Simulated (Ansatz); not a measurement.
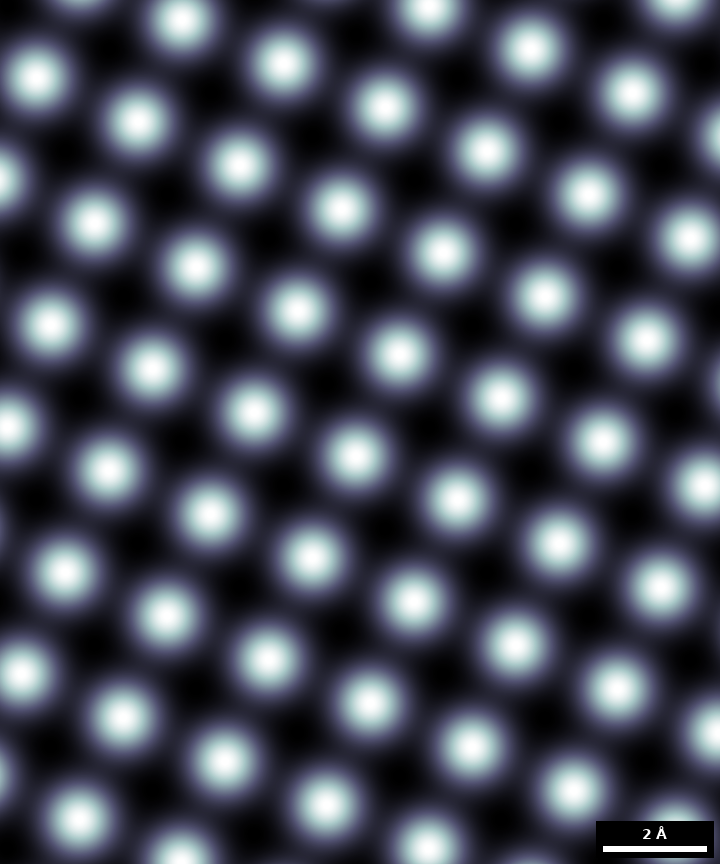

HAADF-like image of a crystal. The image is simulated as a sum over atoms of Z^1.6, blurred by a 1.19 Å probe (no channelling). The probe carries 15 % of its weight in a tail 2.5 times as wide.

Q: What two-dimensional lattice does the image show, and how large is its cell?

A: The pattern repeats on a square net with a repeat of 2.2 Å.

Q: What is the plane group of the image?

A: p4mm: fourfold points with mirror lines through them along the axes and the diagonals.

Q: How many columns does the smallest repeating cell hold, and how many levels of brightness?

A: 1 column in the primitive cell of 4.6 Å², all of one brightness.

The crystal is Rh (Im-3m, No. 229) seen along [001]. Structure: the end point of a relaxation with DFT, m-r2SCAN, plane waves (500 eV) with PAW, scalar-relativistic in Ansatz; the starting structure was generated, so it need not be a known form of this composition.
